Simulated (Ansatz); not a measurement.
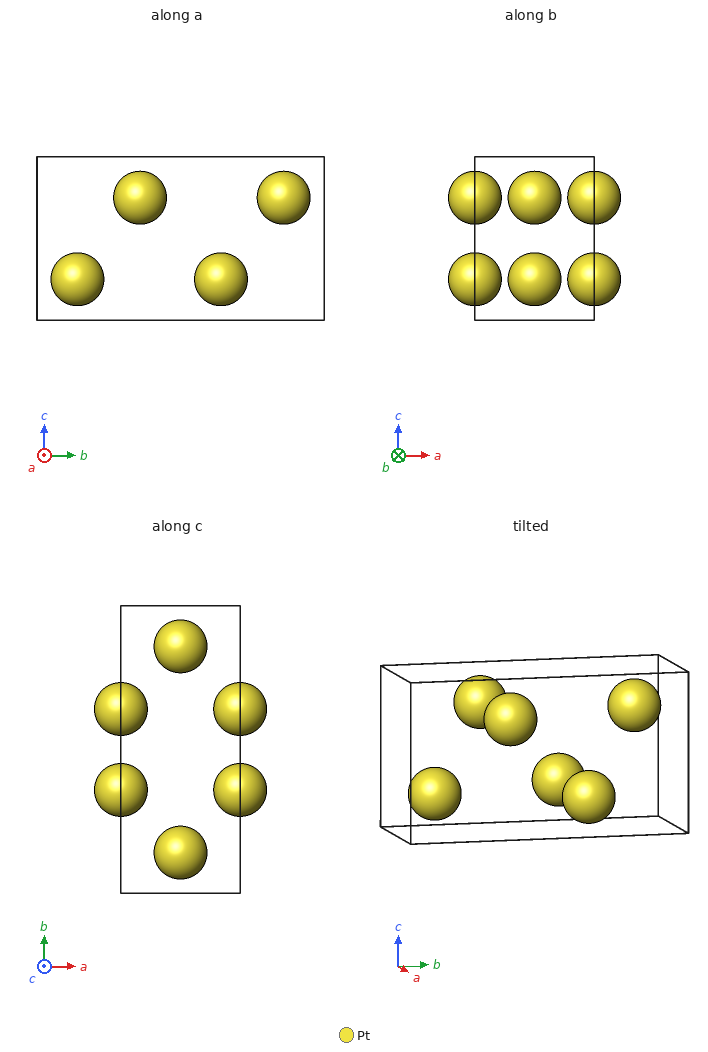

Spheres-only drawing of the structure, looking along the a axis, along the b axis, along the c axis and slightly off an axis. The wireframe shows the conventional unit cell.

Lattice parameters: a = 2.849 Å, b = 6.863 Å, c = 3.900 Å, α = 90.00°, β = 90.00°, γ = 90.00°.

Question: Reconstruct the structure as a table of Wyckoff sites, with free fractional coordinates to two decimals.

Answer: Space group Cmcm (No. 63).
```tsv
atom	site	x	y	z
Pt	4c	0.50	0.14	0.25
```

The structure comes from a structure type filled with this element by a generator (whether the element takes this form wasn't checked). Earlier steps of the study may have refined or changed the cell and positions. It went into a calculation with Ansatz.

At this level of theory the cell isn't at rest (stretched, at -17 GPa), so its distances can differ from those at equilibrium, the more so the softer the solid.
